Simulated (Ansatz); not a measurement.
**Ga64As64: single-point calculation (part 1 of 2)**

- system: Ga64As64 (128 atoms in the cell)
- method: DFT, r2SCAN, PAW, plane waves (Ansatz 0.2.0)

The structure was built on a prototype by a generator.

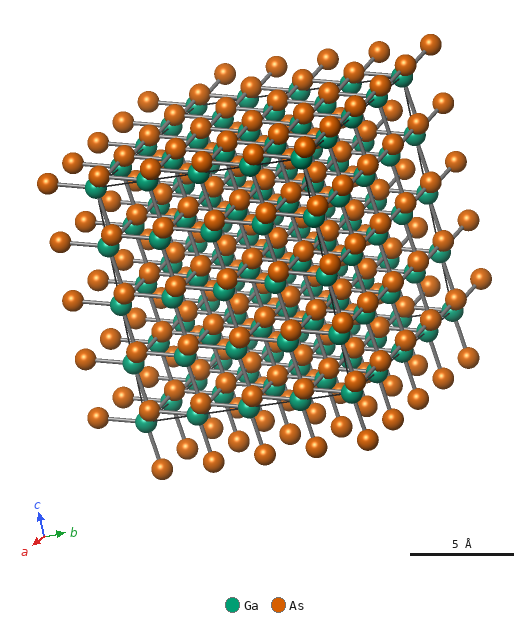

Fig. 1: The input geometry (ball-and-stick view of the cell of the calculation, seen slightly off an axis; bonded neighbours outside the cell are drawn too). Near neighbours in the crystal (not all of them lie inside the picture): Ga has 4 As at 2.45 Å; As has 4 Ga at 2.45 Å.

## Input
```yaml
crystal:
  lattice:
    - [0.000000, 11.320000, 11.320000]
    - [11.320000, 0.000000, 11.320000]
    - [11.320000, 11.320000, 0.000000]
  atoms:
    - { symbol: Ga, position: [0.000000, 0.000000, 0.000000] }
    - { symbol: Ga, position: [0.500000, 0.000000, 0.000000] }
    - { symbol: Ga, position: [0.000000, 0.500000, 0.000000] }
    - { symbol: Ga, position: [0.000000, 0.000000, 0.500000] }
    - { symbol: Ga, position: [0.250000, 0.250000, 0.250000] }
    - { symbol: Ga, position: [0.500000, 0.500000, 0.000000] }
    - { symbol: Ga, position: [0.500000, 0.000000, 0.500000] }
    - { symbol: Ga, position: [0.750000, 0.250000, 0.250000] }
    - { symbol: Ga, position: [0.000000, 0.500000, 0.500000] }
    - { symbol: Ga, position: [0.250000, 0.750000, 0.250000] }
    - { symbol: Ga, position: [0.250000, 0.250000, 0.750000] }
    - { symbol: Ga, position: [0.500000, 0.500000, 0.500000] }
    - { symbol: Ga, position: [0.750000, 0.750000, 0.250000] }
    - { symbol: Ga, position: [0.750000, 0.250000, 0.750000] }
    - { symbol: Ga, position: [0.250000, 0.750000, 0.750000] }
    - { symbol: Ga, position: [0.750000, 0.750000, 0.750000] }
    - { symbol: Ga, position: [0.000000, 0.000000, 0.250000] }
    - { symbol: Ga, position: [0.250000, 0.250000, 0.000000] }
    - { symbol: Ga, position: [0.500000, 0.000000, 0.250000] }
    - { symbol: Ga, position: [0.750000, 0.250000, 0.000000] }
    - { symbol: Ga, position: [0.000000, 0.500000, 0.250000] }
    - { symbol: Ga, position: [0.250000, 0.750000, 0.000000] }
    - { symbol: Ga, position: [0.000000, 0.000000, 0.750000] }
    - { symbol: Ga, position: [0.250000, 0.250000, 0.500000] }
    - { symbol: Ga, position: [0.500000, 0.500000, 0.250000] }
    - { symbol: Ga, position: [0.750000, 0.750000, 0.000000] }
    - { symbol: Ga, position: [0.500000, 0.000000, 0.750000] }
    - { symbol: Ga, position: [0.750000, 0.250000, 0.500000] }
    - { symbol: Ga, position: [0.000000, 0.500000, 0.750000] }
    - { symbol: Ga, position: [0.250000, 0.750000, 0.500000] }
    - { symbol: Ga, position: [0.500000, 0.500000, 0.750000] }
    - { symbol: Ga, position: [0.750000, 0.750000, 0.500000] }
    - { symbol: Ga, position: [0.000000, 0.250000, 0.000000] }
    - { symbol: Ga, position: [0.250000, 0.000000, 0.250000] }
    - { symbol: Ga, position: [0.500000, 0.250000, 0.000000] }
    - { symbol: Ga, position: [0.750000, 0.000000, 0.250000] }
    - { symbol: Ga, position: [0.000000, 0.750000, 0.000000] }
    - { symbol: Ga, position: [0.000000, 0.250000, 0.500000] }
    - { symbol: Ga, position: [0.250000, 0.500000, 0.250000] }
    - { symbol: Ga, position: [0.500000, 0.750000, 0.000000] }
    - { symbol: Ga, position: [0.250000, 0.000000, 0.750000] }
    - { symbol: Ga, position: [0.500000, 0.250000, 0.500000] }
    - { symbol: Ga, position: [0.750000, 0.500000, 0.250000] }
    - { symbol: Ga, position: [0.750000, 0.000000, 0.750000] }
    - { symbol: Ga, position: [0.000000, 0.750000, 0.500000] }
    - { symbol: Ga, position: [0.250000, 0.500000, 0.750000] }
    - { symbol: Ga, position: [0.500000, 0.750000, 0.500000] }
    - { symbol: Ga, position: [0.750000, 0.500000, 0.750000] }
    - { symbol: Ga, position: [0.250000, 0.000000, 0.000000] }
    - { symbol: Ga, position: [0.750000, 0.000000, 0.000000] }
    - { symbol: Ga, position: [0.000000, 0.250000, 0.250000] }
    - { symbol: Ga, position: [0.250000, 0.500000, 0.000000] }
    - { symbol: Ga, position: [0.250000, 0.000000, 0.500000] }
    - { symbol: Ga, position: [0.500000, 0.250000, 0.250000] }
    - { symbol: Ga, position: [0.750000, 0.500000, 0.000000] }
    - { symbol: Ga, position: [0.750000, 0.000000, 0.500000] }
    - { symbol: Ga, position: [0.000000, 0.750000, 0.250000] }
    - { symbol: Ga, position: [0.000000, 0.250000, 0.750000] }
    - { symbol: Ga, position: [0.250000, 0.500000, 0.500000] }
    - { symbol: Ga, position: [0.500000, 0.750000, 0.250000] }
    - { symbol: Ga, position: [0.500000, 0.250000, 0.750000] }
    - { symbol: Ga, position: [0.750000, 0.500000, 0.500000] }
    - { symbol: Ga, position: [0.000000, 0.750000, 0.750000] }
    - { symbol: Ga, position: [0.500000, 0.750000, 0.750000] }
    - { symbol: As, position: [0.062500, 0.062500, 0.062500] }
    - { symbol: As, position: [0.562500, 0.062500, 0.062500] }
    - { symbol: As, position: [0.062500, 0.562500, 0.062500] }
    - { symbol: As, position: [0.062500, 0.062500, 0.562500] }
    - { symbol: As, position: [0.312500, 0.312500, 0.312500] }
    - { symbol: As, position: [0.562500, 0.562500, 0.062500] }
    - { symbol: As, position: [0.562500, 0.062500, 0.562500] }
    - { symbol: As, position: [0.812500, 0.312500, 0.312500] }
    - { symbol: As, position: [0.062500, 0.562500, 0.562500] }
    - { symbol: As, position: [0.312500, 0.812500, 0.312500] }
    - { symbol: As, position: [0.312500, 0.312500, 0.812500] }
    - { symbol: As, position: [0.562500, 0.562500, 0.562500] }
    - { symbol: As, position: [0.812500, 0.812500, 0.312500] }
    - { symbol: As, position: [0.812500, 0.312500, 0.812500] }
    - { symbol: As, position: [0.312500, 0.812500, 0.812500] }
    - { symbol: As, position: [0.812500, 0.812500, 0.812500] }
    - { symbol: As, position: [0.062500, 0.062500, 0.312500] }
    - { symbol: As, position: [0.312500, 0.312500, 0.062500] }
    - { symbol: As, position: [0.562500, 0.062500, 0.312500] }
    - { symbol: As, position: [0.812500, 0.312500, 0.062500] }
    - { symbol: As, position: [0.062500, 0.562500, 0.312500] }
    - { symbol: As, position: [0.312500, 0.812500, 0.062500] }
    - { symbol: As, position: [0.062500, 0.062500, 0.812500] }
    - { symbol: As, position: [0.312500, 0.312500, 0.562500] }
    - { symbol: As, position: [0.562500, 0.562500, 0.312500] }
    - { symbol: As, position: [0.812500, 0.812500, 0.062500] }
    - { symbol: As, position: [0.562500, 0.062500, 0.812500] }
    - { symbol: As, position: [0.812500, 0.312500, 0.562500] }
    - { symbol: As, position: [0.062500, 0.562500, 0.812500] }
    - { symbol: As, position: [0.312500, 0.812500, 0.562500] }
    - { symbol: As, position: [0.562500, 0.562500, 0.812500] }
    - { symbol: As, position: [0.812500, 0.812500, 0.562500] }
    - { symbol: As, position: [0.062500, 0.312500, 0.062500] }
    - { symbol: As, position: [0.312500, 0.062500, 0.312500] }
    - { symbol: As, position: [0.562500, 0.312500, 0.062500] }
    - { symbol: As, position: [0.812500, 0.062500, 0.312500] }
    - { symbol: As, position: [0.062500, 0.812500, 0.062500] }
    - { symbol: As, position: [0.062500, 0.312500, 0.562500] }
    - { symbol: As, position: [0.312500, 0.562500, 0.312500] }
    - { symbol: As, position: [0.562500, 0.812500, 0.062500] }
    - { symbol: As, position: [0.312500, 0.062500, 0.812500] }
    - { symbol: As, position: [0.562500, 0.312500, 0.562500] }
    - { symbol: As, position: [0.812500, 0.562500, 0.312500] }
    - { symbol: As, position: [0.812500, 0.062500, 0.812500] }
    - { symbol: As, position: [0.062500, 0.812500, 0.562500] }
    - { symbol: As, position: [0.312500, 0.562500, 0.812500] }
    - { symbol: As, position: [0.562500, 0.812500, 0.562500] }
    - { symbol: As, position: [0.812500, 0.562500, 0.812500] }
    - { symbol: As, position: [0.312500, 0.062500, 0.062500] }
    - { symbol: As, position: [0.812500, 0.062500, 0.062500] }
    - { symbol: As, position: [0.062500, 0.312500, 0.312500] }
    - { symbol: As, position: [0.312500, 0.562500, 0.062500] }
    - { symbol: As, position: [0.312500, 0.062500, 0.562500] }
    - { symbol: As, position: [0.562500, 0.312500, 0.312500] }
    - { symbol: As, position: [0.812500, 0.562500, 0.062500] }
    - { symbol: As, position: [0.812500, 0.062500, 0.562500] }
    - { symbol: As, position: [0.062500, 0.812500, 0.312500] }
    - { symbol: As, position: [0.062500, 0.312500, 0.812500] }
    - { symbol: As, position: [0.312500, 0.562500, 0.562500] }
    - { symbol: As, position: [0.562500, 0.812500, 0.312500] }
    - { symbol: As, position: [0.562500, 0.312500, 0.812500] }
    - { symbol: As, position: [0.812500, 0.562500, 0.562500] }
    - { symbol: As, position: [0.062500, 0.812500, 0.812500] }
    - { symbol: As, position: [0.562500, 0.812500, 0.812500] }
kpoints:
  mp_grid: { grid: [1, 1, 1] }
hamiltonian:
  xc: r2scan
scf:
  occupations: { method: fermi_dirac, width: 0.01 }
output:
  forces: true
  eigenvalues: true
  populations: true
  eigenstates: { kpoints: [[0, 0, 0]], e_range: [-6.0, 6.0], localisation: true }
```

## The program's output
```
Pseudopotentials: kind: paw
Functional definition: r2SCAN
  parameter k0 = 0.174
  parameter k1 = 0.065
  parameter a1 = 4.9479
  exchange = r2scan_x(k0 = k0, k1 = k1, a1 = a1)
  correlation = r2scan_c
Crystal: 128 atoms, lattice volume = 2901.144 Å³
Basis set: ecut = 500 eV, 73601 PW (Γ), exchange–correlation on 480×480×480 points (64 copies of the dense FFT grid, shifted against one another)
Bands: 1076, of which v1, the nominal top of the filled ones, is band 896 counted from 1 (895 counted from 0)
Symmetry: 1536 space group operations
Space group: F-43m (ITA 216), of the structure as read, at distance tolerance 1.4e-4 Å
k-points: 1
Non-local potential: Ga, projectors of the file, l = 0: 2, l = 1: 2, l = 2: 3, l = 3: 1
Non-local potential: As, projectors of the file, l = 0: 2, l = 1: 2, l = 2: 3, l = 3: 1
PAW form: soft (Blöchl's): semilocal exchange-correlation on the pseudo side does not see the compensation charge
PAW frozen core: Ga, regenerated for the run's functional (the file was generated under x = pbe(κ = 0.804, μ = 0.2195149727645171), c = pbe(β = 0.06672455060314922))
PAW frozen core: As, regenerated for the run's functional (the file was generated under x = pbe(κ = 0.804, μ = 0.2195149727645171), c = pbe(β = 0.06672455060314922))
PAW one-centre angular grid: Ga, 590 points (default); XC on 160 Gauss nodes
PAW one-centre angular grid: As, 590 points (default); XC on 160 Gauss nodes
Initial density: superposition of atomic densities (neutral atoms: chi_scale 0, normalization atom), corrected by the library's trained network
Initial wavefunctions: pseudopotential atomic-orbital guess
Functional: x = r2scan, c = r2scan; τ floored in thin density (d = 2e-4 eV/Å³)
SCF iter   1: F=—  HF=-553957.403504 eV  |F-HF|=—  |Δ(HF+E_count)|=         —  Δρ=9.24e-3  dr2=9.77e-1  dr2_τ=3.25e-1  ethr=1.77e-3  ⟨swp⟩=6.0  Hψ=3544  notcnv=0  defer=57
preconditioner: auto → Resta (q_TF=auto, 2.518 Å⁻¹)  ε∞=3.3  [insulator: Δε(μ)=0.923 eV  Ē_g=15.344 eV  σ=0.010 eV  W_gap=1.00  n_scr=748 (ndim 8)  ℏωp=23.4 eV  f_vac=0.092  D(μ)=0.00/eV (n_scr^D=0)  ε∞_Penn≈3.3]
SCF iter   2: F=—  HF=-553958.159451 eV  |F-HF|=—  |Δ(HF+E_count)|=   7.56e-1  Δρ=2.99e-3  dr2=1.69e-1  dr2_τ=2.85e-3  ethr=5.45e-5  ⟨swp⟩=3.0  Hψ=2143  notcnv=0  defer=175
SCF iter   3: F=—  HF=-553958.165699 eV  |F-HF|=—  |Δ(HF+E_count)|=   6.25e-3  Δρ=2.20e-3  dr2=6.91e-2  dr2_τ=4.52e-4  ethr=9.45e-6  ⟨swp⟩=2.0  Hψ=1482  notcnv=0  defer=175
SCF iter   4: F=—  HF=-553958.178243 eV  |F-HF|=—  |Δ(HF+E_count)|=   1.25e-2  Δρ=2.42e-4  dr2=1.27e-3  dr2_τ=4.82e-5  ethr=3.85e-6  ⟨swp⟩=3.0  Hψ=1802  notcnv=0  defer=175
SCF iter   5: F=—  HF=-553958.169870 eV  |F-HF|=—  |Δ(HF+E_count)|=   8.37e-3  Δρ=1.42e-4  dr2=3.73e-4  dr2_τ=8.31e-6  ethr=7.08e-8  ⟨swp⟩=2.0  Hψ=1797  notcnv=0  defer=175
SCF iter   6: F=—  HF=-553958.170272 eV  |F-HF|=—  |Δ(HF+E_count)|=   4.02e-4  Δρ=3.83e-5  dr2=6.88e-5  dr2_τ=4.91e-7  ethr=2.08e-8  ⟨swp⟩=2.0  Hψ=1477  notcnv=0  defer=175
SCF iter   7: F=—  HF=-553958.173762 eV  |F-HF|=—  |Δ(HF+E_count)|=   3.49e-3  Δρ=1.20e-5  dr2=7.55e-6  dr2_τ=2.65e-8  ethr=3.84e-9  ⟨swp⟩=2.0  Hψ=1156  notcnv=0  defer=175
SCF iter   8: F=—  HF=-553958.173762 eV  |F-HF|=—  |Δ(HF+E_count)|=   3.14e-7  Δρ=2.58e-6  dr2=2.41e-7  dr2_τ=1.89e-9  ethr=4.21e-10  ⟨swp⟩=2.0  Hψ=1797  notcnv=0  defer=175
SCF iter   9: F=-553958.173762 eV  HF=-553958.173762 eV  |F-HF|=7.33e-9  |Δ(HF+E_count)|=   3.97e-8  Δρ=8.32e-7  dr2=2.53e-8  dr2_τ=1.05e-10  ethr=5.58e-12  ⟨swp⟩=9.0  Hψ=4243  notcnv=0
SCF 1 converged in 9 iterations: F = -553958.173762 eV  dr2 = 2.53e-8
  greatest PAW one-centre occupation: 0.999 electrons in one spin orbital (limit 2), on the As atom at site 127 (counted from 0), in its partial waves of l = 2
NSCF: frozen V_eff on 1 k-points
SCF converged after 9 iterations
Free energy (F): -553958.173762 eV
Harris-Foulkes:  -553958.173762 eV  (|F-HF|=7.33e-9)
Internal energy: -553958.173762 eV  (E = F + TS)
E sigma→0 (E₀):  -553958.173762 eV
Fermi energy:    8.429278 eV
--- Per-component energies (eV) ---
  E_band       = -21178.268337
  E_kinetic    = 14011.448190
  E_local      = -251249.851449  (includes V_loc(G=0)·N_el)
  E_nonlocal   = -15516.977559
  E_hartree    = 126767.645238
  E_xc         = -8737.384950
  E_vxc        = -9200.680163  (∫ρ·V_xc dr)
  E_paw        = -246571.650206  (= ΣΔE_a)
  E_vpaw       = -13235.803646  (= ΣTr[D̂ρ^β])
  E_aug_tail   = -0.002719  (compensation charges beyond the density's cutoff)
  E_vtau       = 478.302102  (kinetic-family band-sum trace: ∫τ·v_τ [+ j·A + Jᵃ·Aᵃ] dr)
  E_ewald      = -172526.329739
  E_core_change = -135.070567  (= ΣΔE_core)
  E_smearing   = -0.000000  (= −TS)
  E_closure    = -0.000000  (closes the sum)
  Σ components = -553958.173762   (vs F -553958.173762, Δ=0.00e0)
```
